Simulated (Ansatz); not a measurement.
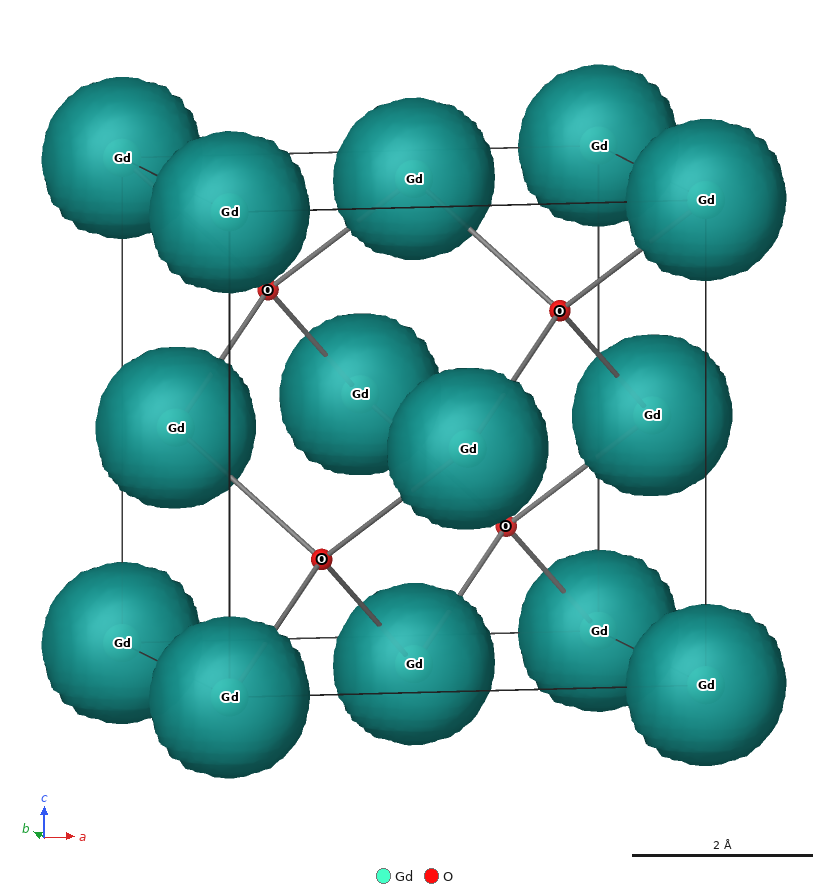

Figure. GdO. Isosurface of the magnetisation density (up minus down) at +0.2 e/Å³ (teal), seen slightly off an axis. Sticks mark near contacts.

Space group F-43m; computed pressure about −9 GPa in this cell; spin-polarised.

All numbers below come from Kohn-Sham DFT of a periodic cell, LDA, Ansatz PAW (Ansatz 0.2.0).

The density is the valence pseudo-density of a PAW calculation; it isn't the true density close to the nuclei.

> Where is the spin, and how is it ordered?

The spin density sits on Gd: +6.7 μB (×4) in one cell of 8 atoms: parallel main moments, as they must be, since the calculation's own cell holds one magnetic site. The cell of the calculation (2 atoms) carries 7.1 μB of net spin moment.
